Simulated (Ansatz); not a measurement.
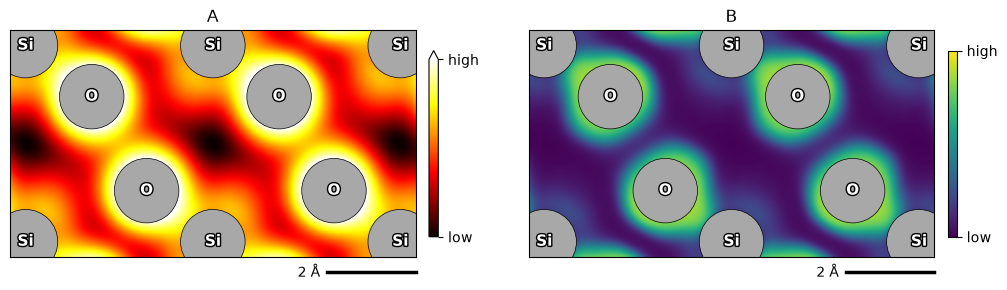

SiO2: 2 fields on the (001) plane of the conventional cell, with unlabelled colour scales. Grey discs cover the atomic cores.

Space group Pnnm; a point of a scan over the structure, not its minimum; a structure from a database of computed crystals, not necessarily the ambient phase; changed on purpose from its base cell (mode 4 frozen in at -0.279 Å, normal strain along y +0.0467); not relaxed (largest force 1.8 eV/Å); computed pressure about −16 GPa in this cell; PAW files of the earlier set (soft_1).

Computed with DFT PBE, scalar-relativistic, plane waves, PAW in Ansatz 0.2.0.

The panels show electron localisation function and valence pseudo-density in some order. Assign them.

Answer. Panel A: valence pseudo-density. Panel B: electron localisation function. From the grid: Si–O (1.89 Å): ρ at the midpoint is about 0.71 e/Å³; the ELF peaks at about 0.85 between the atoms.
